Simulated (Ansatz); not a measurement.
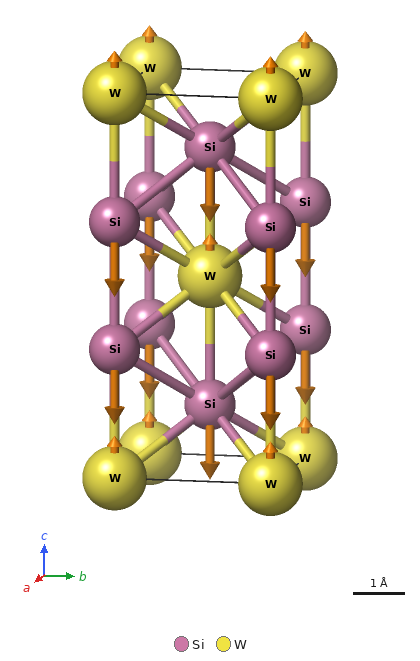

Phonons of crystalline Si2W relaxed at 3 GPa, space group I4/mmm (No. 139), at the zone centre. The optical levels lie at 271 (×2), 314, 349 (×2), 455 cm⁻¹. One mode is drawn. The orange arrows are the displacements of the atoms (eigenvector over the root of the mass), of arbitrary overall length and sign. The picture is a ball-and-stick view of the conventional cell (2 times the calculation's cell), seen from a free direction. Lengths and directions refer to the drawn axes.

Method: DFT LDA, scalar-relativistic, plane waves, PAW in Ansatz 0.2.0. Settings: plane-wave cutoff 420 eV; k-point mesh 18 × 18 × 18; occupations fermi dirac; smearing width 0.15 eV; target pressure 3 GPa; no spin polarisation.

The frequencies depend somewhat on the k-mesh and the smearing.

> Which of these frequencies is the drawn mode's?

The level at 314 cm⁻¹. This is the A₂u mode, optical level 2 of 4, counted from below, infrared-active by symmetry. The Si sublattice moves against the W sublattice, along c; it stretches the shortest Si–W bonds (2.59 Å); the kinetic energy is shared as Si 77 %, W 23 %. The crystal is a metal, so free carriers screen the infrared response.
